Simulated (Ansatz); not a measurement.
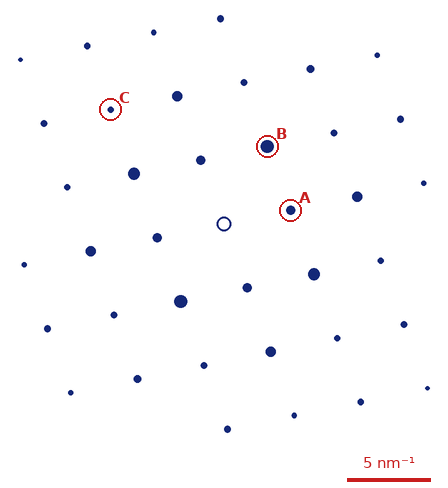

Kinematic zone-axis pattern, calculated for 200 keV electrons with B = 1 Å². The zone axis points towards the electron source and the pattern is seen from the source side.

Crystal: HfO2, space group P-3m1 (No. 164), a = 3.22 Å, c = 5.04 Å (hexagonal axes). Structure: coordinates from a relaxation with Ansatz 0.2.0, DFT PBEsol, scalar-relativistic, plane waves, PAW; the starting structure was generated, so it need not be a known form of this composition.

| atom | site | symmetry | x | y | z |
| --- | --- | --- | --- | --- | --- |
| Hf | 1a | -3m. | 0.0000 | 0.0000 | 0.0000 |
| O | 2d | 3m. | 0.3333 | 0.6667 | 0.1913 |

Spot A is indexed -1 1 1 and spot B -1 0 2.

### Index the other marked spot.

C = −3A + 2B = 1 -3 1 (d = 1.032 Å).

### Find the zone axis.

The cross product of A and B is parallel to [211]; every spot obeys hu + kv + lw = 0.

### What are the spacings of A and B and the angle between them?

d(A) = 2.440 Å, d(B) = 1.870 Å, and the angle is 49.3°.
